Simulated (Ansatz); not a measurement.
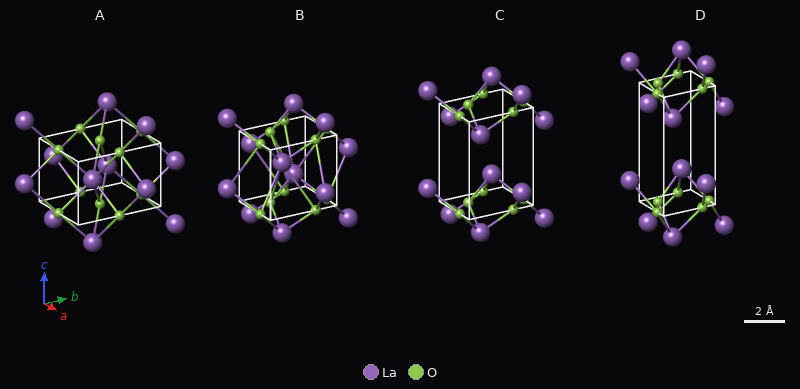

4 geometries from one relaxation of a crystal of La₂O₃ (set up in P321) (coarse preliminary run), in shuffled order. A ball-and-stick model of the cell of the calculation, seen slightly off an axis.

Theory: DFT PBEsol, scalar-relativistic, plane waves, PAW (Ansatz 0.2.0). Settings: plane-wave cutoff 420 eV; k-point mesh 6 × 6 × 4; occupations gaussian; smearing width 0.1 eV; no spin polarisation; cell and atoms relaxed; force threshold 0.05 eV/Å; at most 80 steps.

Q: Put them in the order of the run, from the start to the converged end.

A: D, C, B, A. They are steps 0, 7, 14, 30, at +2610 meV per atom, +1160 meV per atom, +1065 meV per atom relative to the last. Over 26 accepted moves (30 points after the start) the energy falls by 2610 meV per atom. Largest force component: 7.5 eV/Å at the start, 0.00058 eV/Å at the end. The pressure goes from 36.31 to 0.22 GPa. The line search rejected the trial step at point 11 of the run. The SCF was repeated 3 times at an unchanged geometry on a basis and grid sized afresh for the cell, which shifted the energy by 350 meV per atom at most. The largest moves relative to the cell, 1.57 Å, are those of O atoms. Largest moves by element: O 1.57 Å, La 0.81 Å. The drawn cell changes as follows: a = b 3.930 → 6.285 Å (+59.9 %), c 6.120 → 3.258 Å (−46.8 %); the volume changes by +36.2 %. Some distances before and after: O–O 1.702 → 5.443 Å, La–La 6.120 → 3.258 Å, La–O 4.829 → 2.439 Å, La–O 2.143 → 2.438 Å. New bonds form: La–O (4.83 → 2.44 Å). Among the angles between lasting bonds that change: La–O–La 125.4° → 180.0°, O–La–O 74.7° → 80.2°. The space group (tolerance 0.01 Å) goes from P321 (No. 150) to P6/mmm (No. 191). The run took 43 s on 4 threads of Intel(R) Xeon(R) Platinum 8375C CPU @ 2.90GHz (Ice Lake), with other jobs on the host, peak memory 0.5 GiB.
